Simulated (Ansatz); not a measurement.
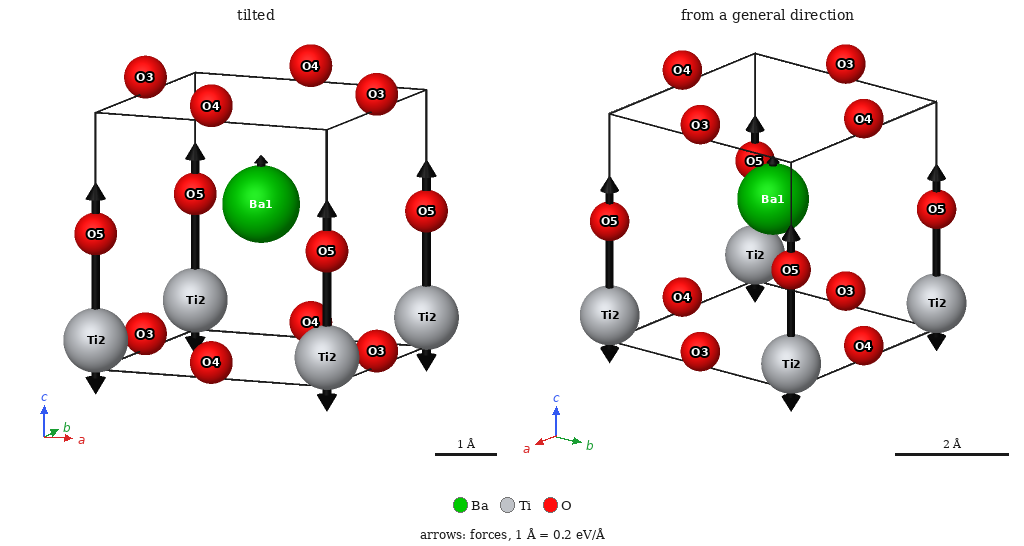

This spheres-only model is shown slightly off an axis and from a general direction. The wireframe shows the simulation cell. The arrows are the computed forces on the atoms.

System: BaTiO₃. Run with Ansatz 0.2.0, DFT, HSE06, plane waves, PAW and these settings: a cutoff energy of 420 eV, k-points on a 4×4×4 grid, no spin polarisation.

**Is the structure at a minimum of the energy?**

No. The atoms still feel forces of up to about 0.47 eV/Å, far above a usual threshold of 0.01 to 0.03 eV/Å.

The cell started as a structure listed in the Materials Project. The cell was then strained or its atoms displaced on purpose. Ansatz was used for an electronic-structure calculation on it.
